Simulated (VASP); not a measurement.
# Ti: one change and its effect

System: Ti (P6/mmm, 3 atoms in the cell).
Method of run A: Kohn-Sham DFT of a periodic cell, PBEsol, VASP PAW PBE potentials, recommended, no spin polarisation (VASP 6.6.1).

The structure derives from a Materials Project entry. 

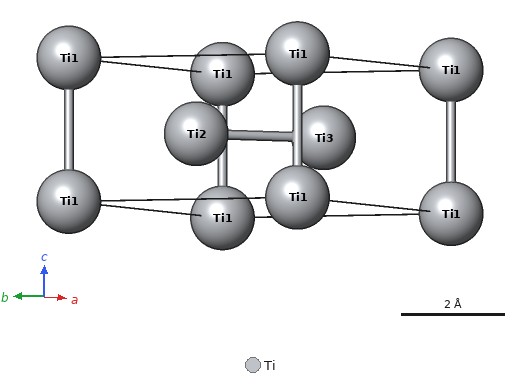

**Figure 1.** The input geometry (ball-and-stick view of the cell of the calculation, seen at an oblique angle; atoms are numbered from 1 in the order of the input).

### INCAR, run A
```
SYSTEM = Ti
  ALGO = Normal
  EDIFF = 1E-7
  EDIFFG = -0.005
  ENCUT = 600
  GGA = PS
  IBRION = 2
  ISIF = 3
  ISMEAR = 0
  LASPH = .True.
  LCHARG = .False.
  LREAL = .False.
  LWAVE = .False.
  NELM = 60
  NSW = 90
  PREC = Accurate
  SIGMA = 0.1
```

### KPOINTS, run A
```
k-points
0
Gamma
  12 12 14
  0 0 0
```

### POSCAR, run A
```
Ti
1.0
    4.5673748300      0.0000000000      0.0000000000
   -2.2836874200      3.9554626300      0.0000000000
    0.0000000000      0.0000000000      2.8262442700
Ti
3
Direct
    0.0000000000      0.0000000000      0.0000000000
    0.3333333300      0.6666666700      0.5000000000
    0.6666666700      0.3333333300      0.5000000000
```

Launched with:
```bash
cat potpaw_PBE.64/Ti_sv/POTCAR > POTCAR
mpirun -np 1 vasp_std > vasp.out
```

Hardware: 1 thread of Intel Xeon (Granite Rapids), 64 GiB of memory available, shared host.

### OSZICAR and lines of OUTCAR (run A)
```
N       E                     dE             d eps       ncg     rms          rms(c)
DAV:   1     0.443975654873E+03    0.44398E+03   -0.20693E+04  6688   0.223E+03
DAV:   2     0.235100707985E+02   -0.42047E+03   -0.41628E+03  6736   0.597E+02
DAV:   3    -0.240049855936E+02   -0.47515E+02   -0.46652E+02 12752   0.168E+02
DAV:   4    -0.284063453369E+02   -0.44014E+01   -0.43620E+01 10152   0.429E+01
DAV:   5    -0.286072080101E+02   -0.20086E+00   -0.20077E+00 10444   0.840E+00    0.157E+01
DAV:   6    -0.250454477019E+02    0.35618E+01   -0.12964E+01  8354   0.383E+01    0.381E+00
DAV:   7    -0.250288623632E+02    0.16585E-01   -0.16357E+00 10148   0.104E+01    0.265E+00
[...]
DAV:   1    -0.250661027506E+02   -0.56004E-03   -0.14130E-02  8896   0.150E+00    0.200E-01
DAV:   2    -0.250655742189E+02    0.52853E-03   -0.29217E-03  9618   0.579E-01    0.643E-02
DAV:   3    -0.250656292436E+02   -0.55025E-04   -0.13075E-03  9910   0.386E-01    0.887E-02
DAV:   4    -0.250655314899E+02    0.97754E-04   -0.84234E-04  9570   0.309E-01    0.173E-02
DAV:   5    -0.250655392119E+02   -0.77220E-05   -0.50923E-05  9476   0.604E-02    0.751E-03
DAV:   6    -0.250655434153E+02   -0.42034E-05   -0.75459E-06 10862   0.201E-02    0.768E-03
DAV:   7    -0.250655473084E+02   -0.38931E-05   -0.82091E-06  9848   0.183E-02    0.186E-03
DAV:   8    -0.250655475301E+02   -0.22175E-06   -0.15977E-06 10506   0.783E-03    0.192E-03
DAV:   9    -0.250655474503E+02    0.79866E-07   -0.26235E-07  5334   0.397E-03
   7 F= -.25065547E+02 E0= -.25058739E+02  d E =-.473214E-05
[... from OUTCAR:]
  free energy    TOTEN  =       -25.06554745 eV
  energy without entropy =      -25.05193139  energy(sigma->0) =      -25.05873942
 E-fermi :   8.6820     XC(G=0): -11.8999     alpha+bet :-17.0863
  free  energy   TOTEN  =       -25.0655474503 eV
  energy  without entropy=      -25.0519313906  energy(sigma->0) =      -25.05873942
```

Run B used a changed input.

### The two runs side by side

| quantity | run A | run B |
| --- | --- | --- |
| outcome | converged | converged |
| free energy per atom (eV) | −8.3552 | −8.3388 |
| energy per atom, smearing taken to zero (eV) | −8.3529 | −8.3365 |
| gap on the mesh (eV) | 0.00 | 0.00 |
| pressure (GPa) | −0.04 | −0.05 |
| volume per atom (Å³) | 16.44 | 16.42 |
| largest force (eV/Å) | 0.000 | 0.000 |
| SCF iterations | 73 | 74 |
| irreducible k-points | 152 | 152 |

What was changed in the input?

The change (lines with − go, lines with + come):
```diff
-  ENCUT = 600
+  ENCUT = 300
```

The free energy of run B is 16.4 meV per atom higher, which measures how much it depends on this numerical setting. More plane waves can only lower the energy of a fixed Hamiltonian, so the higher cutoff gives the lower value. The SCF takes 74 iterations over all geometry steps against 73. On the same kind of shared host run B took about 0.51 times as long.

### OSZICAR and lines of OUTCAR (run B)
```
N       E                     dE             d eps       ncg     rms          rms(c)
DAV:   1     0.337115994203E+03    0.33712E+03   -0.14323E+04  6728   0.147E+03
DAV:   2     0.147063440462E+02   -0.32241E+03   -0.31866E+03  6748   0.468E+02
DAV:   3    -0.253828533549E+02   -0.40089E+02   -0.39366E+02 12896   0.142E+02
DAV:   4    -0.284798867414E+02   -0.30970E+01   -0.30797E+01  9698   0.321E+01
DAV:   5    -0.285965761142E+02   -0.11669E+00   -0.11653E+00 10406   0.594E+00    0.155E+01
DAV:   6    -0.250398359324E+02    0.35567E+01   -0.12697E+01  8210   0.373E+01    0.381E+00
DAV:   7    -0.249978062772E+02    0.42030E-01   -0.15555E+00 10206   0.998E+00    0.258E+00
[...]
DAV:   1    -0.250168651318E+02   -0.56323E-03   -0.13920E-02  8896   0.147E+00    0.199E-01
DAV:   2    -0.250163248308E+02    0.54030E-03   -0.28420E-03  9642   0.545E-01    0.626E-02
DAV:   3    -0.250163836308E+02   -0.58800E-04   -0.12779E-03  9948   0.376E-01    0.878E-02
DAV:   4    -0.250162904242E+02    0.93207E-04   -0.81981E-04  9478   0.300E-01    0.172E-02
DAV:   5    -0.250162995294E+02   -0.91051E-05   -0.47222E-05  9750   0.541E-02    0.762E-03
DAV:   6    -0.250163037833E+02   -0.42539E-05   -0.60812E-06 10302   0.171E-02    0.733E-03
DAV:   7    -0.250163063444E+02   -0.25611E-05   -0.74101E-06 10116   0.154E-02    0.190E-03
DAV:   8    -0.250163066132E+02   -0.26882E-06   -0.11335E-06 10228   0.676E-03    0.138E-03
DAV:   9    -0.250163065852E+02    0.28013E-07   -0.10878E-07  4608   0.275E-03
   7 F= -.25016307E+02 E0= -.25009528E+02  d E =-.469728E-05
[... from OUTCAR:]
  free energy    TOTEN  =       -25.01630659 eV
  energy without entropy =      -25.00274905  energy(sigma->0) =      -25.00952782
 E-fermi :   8.7142     XC(G=0): -11.9092     alpha+bet :-17.1028
  free  energy   TOTEN  =       -25.0163065852 eV
  energy  without entropy=      -25.0027490501  energy(sigma->0) =      -25.00952782
```
